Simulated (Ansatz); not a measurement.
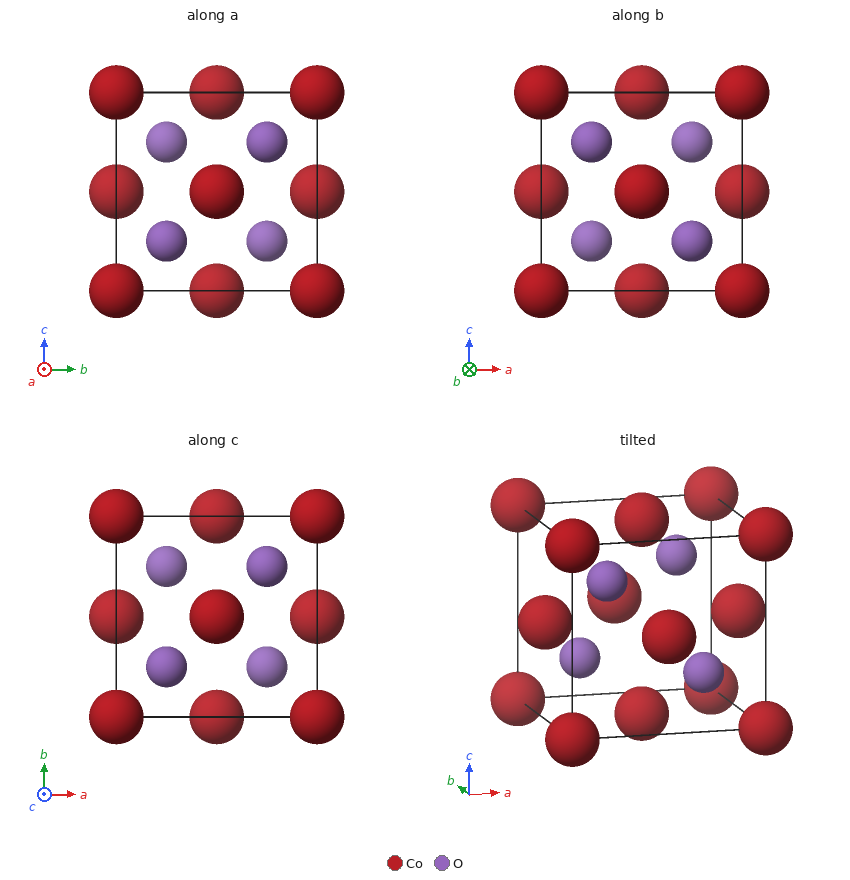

Shown here is a spheres-only view of the crystal, taken along the a axis, along the b axis, along the c axis and slightly off an axis. The frame is the drawn cell (a repeat of the simulation cell); atoms at its boundary are shown with their periodic copies.

Lattice parameters: a = 4.5563 Å, b = 4.5563 Å, c = 4.5002 Å, α = 90.000°, β = 90.000°, γ = 90.000°.

Question: Express the structure as a CIF in P1 with every atom of the cell.

Answer:
```cif
data_structure
_symmetry_space_group_name_H-M 'P 1'
_symmetry_Int_Tables_number 1
_cell_length_a 4.5563
_cell_length_b 4.5563
_cell_length_c 4.5002
_cell_angle_alpha 90.000
_cell_angle_beta 90.000
_cell_angle_gamma 90.000
_cell_volume 93.42
loop_
_atom_site_label
_atom_site_type_symbol
_atom_site_fract_x
_atom_site_fract_y
_atom_site_fract_z
_atom_site_occupancy
Co1 Co 0.0000 0.5000 0.5000 1
O1 O 0.2500 0.7500 0.2500 1
Co2 Co 0.5000 0.0000 0.5000 1
O2 O 0.2500 0.2500 0.7500 1
O3 O 0.7500 0.7500 0.7500 1
Co3 Co 0.0000 0.0000 0.0000 1
Co4 Co 0.5000 0.5000 0.0000 1
O4 O 0.7500 0.2500 0.2500 1
```

Its origin is a structure type filled with these elements by a generator (whether the compound takes this form wasn't checked). The cell was then strained or its atoms displaced on purpose. It was set up as input for a calculation with Ansatz.
